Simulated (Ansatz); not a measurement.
Run report: TiCo2, geometry relaxation (part 1 of 2)

- system: TiCo2 (Fd-3m, 6 atoms in the cell)
- method: DFT LDA, scalar-relativistic, plane waves, PAW, no spin polarisation (Ansatz 0.2.0)

The structure derives from an entry of the Crystallography Open Database. It belongs to a series of runs on one base structure; here: elastic constants, atoms relaxed. Figures and captions count atoms from 1; the log counts them from 0 in places.

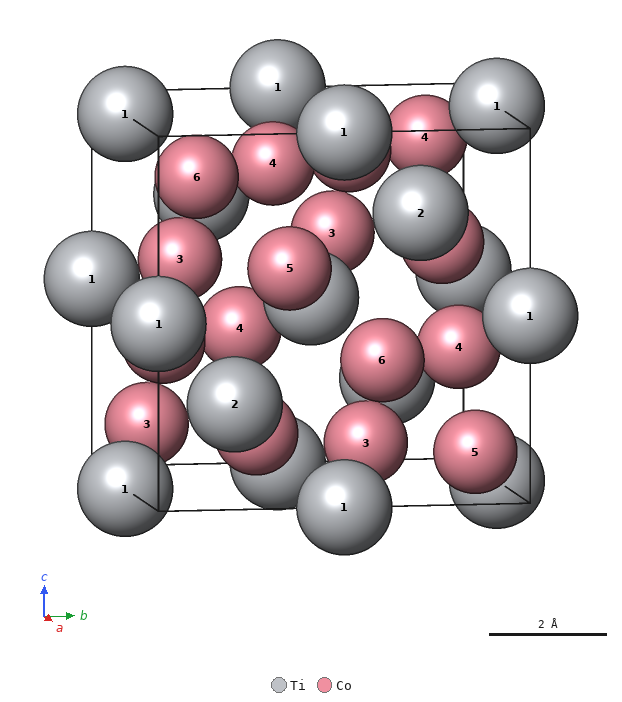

*The input geometry (spheres-only view of the cell 4 times as large as that of the calculation, set on its symmetry axes, seen slightly off an axis; atoms are numbered from 1 in the order of the input).*

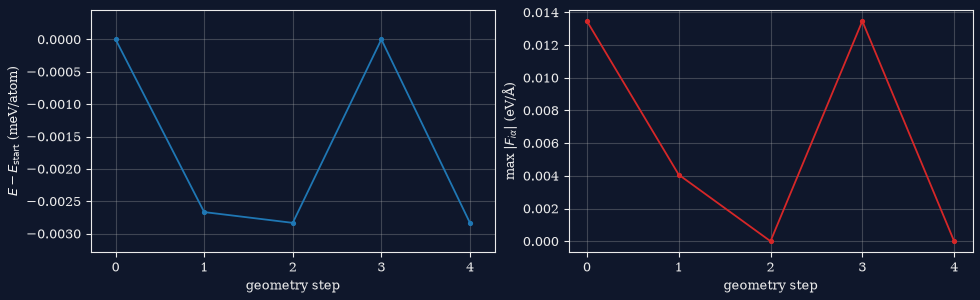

*Progress of the relaxation, step by step (the first geometry is step 0 here and step 1 in the log).*

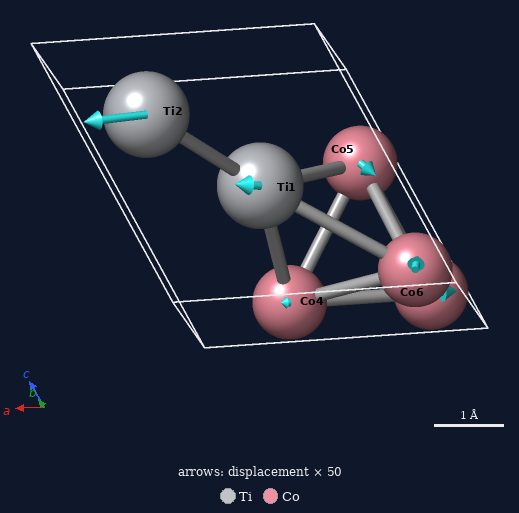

*The starting structure with the displacements as teal arrows, magnified 50 times (ball-and-stick view of the cell of the calculation, seen at an oblique angle).*

Ti2 moves most: 0.020 Å. By element the largest moves are Ti 0.020 Å, Co 0.009 Å. The cell doesn't change. Distances before and after: Ti2–Co5 2.682 → 2.704 Å, Co3–Co4 2.302 → 2.291 Å, Ti1–Ti2 2.817 → 2.806 Å, Ti1–Co3 2.689 → 2.696 Å. The space group stays R3m (No. 160). After 4 geometry steps the energy has fallen by next to nothing (0.0 meV per atom). The largest force component goes from 0.013 to under 0.0001 eV/Å. (Atoms are counted from 1 in the order of the input.)

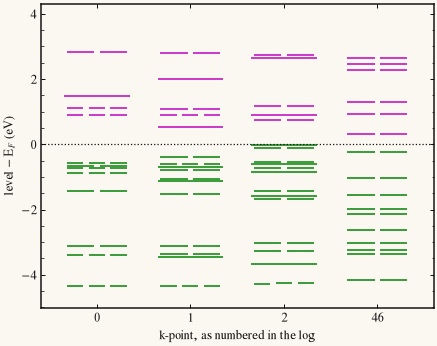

*Kohn–Sham levels near the Fermi level (dotted) at the few k-points that the log prints; levels within 0.02 eV of each other stand side by side.*

The system is metallic on the full mesh.

The input and output of the run follow.

Input file:
```yaml
crystal:
  lattice:
    - [0.0, 3.2474172317, 3.2474172317]
    - [3.2474172317, 0.0, 3.2474172317]
    - [3.2474172317, 3.2474172317, 0.0]
  atoms:
    - { symbol: Ti, position: [0.5, 0.5, 0.5] }
    - { symbol: Ti, position: [0.75, 0.75, 0.75] }
    - { symbol: Co, position: [0.125, 0.125, 0.125] }
    - { symbol: Co, position: [0.625, 0.125, 0.125] }
    - { symbol: Co, position: [0.125, 0.125, 0.625] }
    - { symbol: Co, position: [0.125, 0.625, 0.125] }
basis:
  ecutwfc: 420
kpoints:
  mp_grid: { grid: [10, 10, 10] }
hamiltonian:
  xc: lda
scf:
  occupations: { method: fermi_dirac, width: 0.15 }
output:
  forces: true
  stress: true
  eigenvalues: true
elastic:
  mode: relaxed_ion
  amplitude: 0.005
  stencil: two_point
```

Launched with:
```bash
ansatz run input.yaml --threads 2 --pin off --max-ram 6144MiB --backend cpu --events-out ev --progress --plain --runs-dir out
```

Log:
```
band count auto-derived: 61 (N_el = 92.0; filled up to band 46; 56 by the electrons, moments and atoms)
Engine: ansatz 0.2.0, x86_64-unknown-linux-gnu
Pseudopotentials: kind: paw
Pseudopotential: Ti, paw, valence charge 12, recommended cutoff 420 eV (normal), Ti.paw.azcp
Pseudopotential: Co, paw, valence charge 17, recommended cutoff 420 eV (normal), Co.paw.azcp
Functional definition: SPW92
  exchange = slater_x
  correlation = pw_c
Crystal: 6 atoms, lattice volume = 68.493 Å³
Basis set: ecut = 420 eV, 1363 PW (Γ)
Bands: 61, of which v1, the nominal top of the filled ones, is band 46 counted from 1 (45 counted from 0)
Symmetry: 48 space group operations
Space group: Fd-3m (ITA 227), of the structure as read, at distance tolerance 4.1e-5 Å
k-points: 47 of 1000
Non-local potential: Ti, projectors of the file, l = 0: 3, l = 1: 2, l = 2: 3, l = 3: 1
Non-local potential: Co, projectors of the file, l = 0: 3, l = 1: 2, l = 2: 3, l = 3: 1
PAW form: soft (Blöchl's): semilocal exchange-correlation on the pseudo side does not see the compensation charge
PAW frozen core: Ti, regenerated for the run's functional, and the local potential with it (the file was generated under x = pbe(κ = 0.804, μ = 0.2195149727645171), c = pbe(β = 0.06672455060314922))
PAW frozen core: Co, regenerated for the run's functional, and the local potential with it (the file was generated under x = pbe(κ = 0.804, μ = 0.2195149727645171), c = pbe(β = 0.06672455060314922))
PAW one-centre angular grid: Ti, 590 points (default); XC on 64 Gauss nodes
PAW one-centre angular grid: Co, 590 points (default); XC on 64 Gauss nodes
Initial density: superposition of atomic densities (neutral atoms: chi_scale 0, normalization atom), corrected by the library's trained network
Initial wavefunctions: pseudopotential atomic-orbital guess
Functional: x = slater, c = lda
SCF iter   1: F=—  HF=-25154.401146 eV  |F-HF|=—  |Δ(HF+E_count)|=         —  Δρ=2.24e-2  dr2=1.81e-1  ethr=1.77e-3  ⟨swp⟩=4.7  Hψ=8347  notcnv=0  defer=2
preconditioner: auto → Kerker (q_TF=auto, 2.866 Å⁻¹)  [metal: Δε(μ)=0.013 eV  Ē_g=11.949 eV  σ=0.150 eV  W_gap=0.02  n_scr=26 (ndim 8)  ℏωp=33.6 eV  f_vac=0.000  D(μ)=7.97/eV (n_scr^D=112)]
SCF iter   2: F=—  HF=-25154.383567 eV  |F-HF|=—  |Δ(HF+E_count)|=   1.76e-2  Δρ=6.08e-3  dr2=1.17e-2  ethr=1.97e-4  ⟨swp⟩=2.1  Hψ=3994  notcnv=0  defer=6
SCF iter   3: F=—  HF=-25154.382758 eV  |F-HF|=—  |Δ(HF+E_count)|=   8.09e-4  Δρ=1.53e-3  dr2=7.85e-4  ethr=1.27e-5  ⟨swp⟩=1.4  Hψ=3644  notcnv=0  defer=6
SCF iter   4: F=—  HF=-25154.382638 eV  |F-HF|=—  |Δ(HF+E_count)|=   1.20e-4  Δρ=2.55e-4  dr2=3.59e-5  ethr=8.53e-7  ⟨swp⟩=2.6  Hψ=4211  notcnv=0  defer=6
SCF iter   5: F=—  HF=-25154.382634 eV  |F-HF|=—  |Δ(HF+E_count)|=   3.61e-6  Δρ=1.02e-4  dr2=4.30e-6  ethr=3.91e-8  ⟨swp⟩=2.4  Hψ=4380  notcnv=0  defer=6
SCF iter   6: F=—  HF=-25154.382622 eV  |F-HF|=—  |Δ(HF+E_count)|=   1.23e-5  Δρ=4.35e-5  dr2=7.74e-7  ethr=4.67e-9  ⟨swp⟩=2.0  Hψ=4266  notcnv=0  defer=6
SCF iter   7: F=—  HF=-25154.382622 eV  |F-HF|=—  |Δ(HF+E_count)|=   3.05e-8  Δρ=2.39e-5  dr2=3.24e-7  ethr=8.41e-10  ⟨swp⟩=1.0  Hψ=2859  notcnv=0  defer=6
SCF iter   8: F=—  HF=-25154.382622 eV  |F-HF|=—  |Δ(HF+E_count)|=   9.75e-9  Δρ=2.14e-6  dr2=1.74e-9  ethr=3.52e-10  ⟨swp⟩=1.0  Hψ=2859  notcnv=0  defer=6
SCF iter   9: F=—  HF=-25154.382622 eV  |F-HF|=—  |Δ(HF+E_count)|=  9.24e-10  Δρ=1.05e-6  dr2=5.71e-10  ethr=1.89e-12  ⟨swp⟩=2.0  Hψ=5217  notcnv=0  defer=6
SCF iter  10: F=—  HF=-25154.382622 eV  |F-HF|=—  |Δ(HF+E_count)|=  3.64e-11  Δρ=1.73e-7  dr2=2.58e-11  ethr=6.21e-13 (applied; sched 1.00e-12)  ⟨swp⟩=1.0  Hψ=2859  notcnv=0  defer=8
SCF iter  11: F=—  HF=-25154.382622 eV  |F-HF|=—  |Δ(HF+E_count)|=  7.28e-12  Δρ=4.61e-8  dr2=1.44e-12  ethr=2.80e-14 (applied; sched 1.00e-12)  ⟨swp⟩=2.1  Hψ=3806  notcnv=0  defer=8
SCF iter  12: F=-25154.382622 eV  HF=-25154.382622 eV  |F-HF|=3.64e-12  |Δ(HF+E_count)|=  3.64e-12  Δρ=5.75e-9  dr2=1.19e-14  ethr=1.00e-12  ⟨swp⟩=3.7  Hψ=9875  notcnv=0
SCF 1 converged in 12 iterations: F = -25154.382622 eV  dr2 = 1.19e-14
  greatest PAW one-centre occupation: 1.001 electrons in one spin orbital (limit 2), on the Co atom at site 2 (counted from 0), in its partial waves of l = 1
Crystal: 6 atoms, lattice volume = 68.150 Å³
Symmetry: 16 space group operations
k-points: 102 of 1000
Initial density: handed on by an earlier stage of this run
Initial wavefunctions: those handed on with the density
iter 1 solved again at ethr=1.88e-6 eV; its pass at ethr=3.10e-3 eV (dr2=1.73e-3 eV) is discarded
SCF iter   1: F=—  HF=-25154.380807 eV  |F-HF|=—  |Δ(HF+E_count)|=         —  Δρ=1.86e-3  dr2=1.94e-3  ethr=1.88e-6  ⟨swp⟩=2.0  Hψ=24202  notcnv=0  defer=3
preconditioner: auto → Kerker (q_TF=auto, 2.868 Å⁻¹)  [metal: Δε(μ)=0.001 eV  Ē_g=11.971 eV  σ=0.150 eV  W_gap=0.00  n_scr=26 (ndim 8)  ℏωp=33.7 eV  f_vac=0.000  D(μ)=7.80/eV (n_scr^D=112)]
SCF iter   2: F=—  HF=-25154.380672 eV  |F-HF|=—  |Δ(HF+E_count)|=   1.34e-4  Δρ=5.10e-4  dr2=1.69e-4  ethr=1.88e-6  ⟨swp⟩=1.0  Hψ=6208  notcnv=0  defer=3
SCF iter   3: F=—  HF=-25154.380649 eV  |F-HF|=—  |Δ(HF+E_count)|=   2.32e-5  Δρ=1.34e-4  dr2=8.95e-6  ethr=1.83e-7  ⟨swp⟩=1.0  Hψ=6208  notcnv=0  defer=3
SCF iter   4: F=—  HF=-25154.380652 eV  |F-HF|=—  |Δ(HF+E_count)|=   2.52e-6  Δρ=1.07e-4  dr2=6.75e-6  ethr=9.73e-9  ⟨swp⟩=2.0  Hψ=8365  notcnv=0  defer=3
SCF iter   5: F=—  HF=-25154.380656 eV  |F-HF|=—  |Δ(HF+E_count)|=   4.08e-6  Δρ=2.01e-5  dr2=2.37e-7  ethr=7.34e-9  ⟨swp⟩=1.0  Hψ=6208  notcnv=0  defer=3
SCF iter   6: F=—  HF=-25154.380656 eV  |F-HF|=—  |Δ(HF+E_count)|=   3.87e-8  Δρ=9.08e-6  dr2=3.90e-8  ethr=2.58e-10  ⟨swp⟩=1.1  Hψ=6226  notcnv=0  defer=3
SCF iter   7: F=—  HF=-25154.380656 eV  |F-HF|=—  |Δ(HF+E_count)|=   6.36e-9  Δρ=2.09e-6  dr2=2.29e-9  ethr=4.24e-11  ⟨swp⟩=2.4  Hψ=9124  notcnv=0  defer=3
SCF iter   8: F=—  HF=-25154.380656 eV  |F-HF|=—  |Δ(HF+E_count)|=  2.15e-10  Δρ=2.47e-7  dr2=2.39e-11  ethr=2.49e-12  ⟨swp⟩=2.2  Hψ=10558  notcnv=0  defer=3
SCF iter   9: F=—  HF=-25154.380656 eV  |F-HF|=—  |Δ(HF+E_count)|=  3.64e-12  Δρ=7.57e-8  dr2=2.02e-12  ethr=2.60e-14 (applied; sched 1.00e-12)  ⟨swp⟩=2.5  Hψ=10846  notcnv=0  defer=14
SCF iter  10: F=—  HF=-25154.380656 eV  |F-HF|=—  |Δ(HF+E_count)|=    0.00e0  Δρ=1.67e-8  dr2=1.00e-13  ethr=1.00e-12  ⟨swp⟩=3.0  Hψ=24476  notcnv=0
SCF iter  11: F=-25154.380656 eV  HF=-25154.380656 eV  |F-HF|=3.64e-12  |Δ(HF+E_count)|=    0.00e0  Δρ=9.20e-9  dr2=5.21e-14  ethr=1.00e-12  ⟨swp⟩=4.0  Hψ=20002  notcnv=0
SCF 2 converged in 11 iterations: F = -25154.380656 eV  dr2 = 5.21e-14
[... from here on the iterations of each SCF are left out, up to the last one ...]
Crystal: 6 atoms, lattice volume = 68.835 Å³
preconditioner: auto → Kerker (q_TF=auto, 2.863 Å⁻¹)  [metal: Δε(μ)=0.003 eV  Ē_g=11.919 eV  σ=0.150 eV  W_gap=0.00  n_scr=26 (ndim 8)  ℏωp=33.5 eV  f_vac=0.000  D(μ)=7.89/eV (n_scr^D=112)]
SCF 3 converged in 8 iterations: F = -25154.380700 eV  dr2 = 2.13e-14
Crystal: 6 atoms, lattice volume = 68.492 Å³
Symmetry: 8 space group operations
k-points: 171 of 1000
Initial wavefunctions: pseudopotential atomic-orbital guess (no wavefunctions were taken with the density)
preconditioner: auto → Kerker (q_TF=auto, 2.866 Å⁻¹)  [metal: Δε(μ)=0.001 eV  Ē_g=11.945 eV  σ=0.150 eV  W_gap=0.00  n_scr=26 (ndim 8)  ℏωp=33.6 eV  f_vac=0.000  D(μ)=7.85/eV (n_scr^D=112)]
SCF 4 converged in 13 iterations: F = -25154.381903 eV  dr2 = 1.64e-14
relax step   1: F+E_penalty+E_count = -25154.38190271 eV  Δ(F+E_penalty+E_count) = +0.000e0 eV  max|allowed force component| = 1.347e-2 eV/Å  Δτ_max = 0.0000 Å  (13 SCF iters, accepted)
preconditioner: auto → Kerker (q_TF=auto, 2.866 Å⁻¹)  [metal: Δε(μ)=0.006 eV  Ē_g=11.945 eV  σ=0.150 eV  W_gap=0.01  n_scr=26 (ndim 8)  ℏωp=33.6 eV  f_vac=0.000  D(μ)=7.84/eV (n_scr^D=112)]
SCF 5 converged in 10 iterations: F = -25154.381919 eV  dr2 = 1.06e-14
relax step   2: F+E_penalty+E_count = -25154.38191868 eV  Δ(F+E_penalty+E_count) = -1.596e-5 eV  max|allowed force component| = 4.070e-3 eV/Å  Δτ_max = 0.0009 Å  (10 SCF iters, accepted)
SCF 6 converged in 9 iterations: F = -25154.381920 eV  dr2 = 5.40e-14
relax step   3: F+E_penalty+E_count = -25154.38192028 eV  Δ(F+E_penalty+E_count) = -1.604e-6 eV  max|allowed force component| = 3.953e-8 eV/Å  Δτ_max = 0.0004 Å  (9 SCF iters, accepted)
SCF 7 converged in 6 iterations: F = -25154.381920 eV  dr2 = 1.19e-18
SCF 8 converged in 13 iterations: F = -25154.381903 eV  dr2 = 1.60e-14
relax step   1: F+E_penalty+E_count = -25154.38190271 eV  Δ(F+E_penalty+E_count) = +0.000e0 eV  max|allowed force component| = 1.347e-2 eV/Å  Δτ_max = 0.0000 Å  (13 SCF iters, accepted)
SCF 9 converged in 10 iterations: F = -25154.381920 eV  dr2 = 2.17e-14
  greatest PAW one-centre occupation: 1.001 electrons in one spin orbital (limit 2), on the Co atom at site 4 (counted from 0), in its partial waves of l = 1
relax step   2: F+E_penalty+E_count = -25154.38192028 eV  Δ(F+E_penalty+E_count) = -1.757e-5 eV  max|allowed force component| = 9.949e-8 eV/Å  Δτ_max = 0.0013 Å  (10 SCF iters, accepted)
iter 1 solved again at ethr=1.00e-12 eV; its pass at ethr=3.10e-3 eV (dr2=3.10e-14 eV) is discarded
```
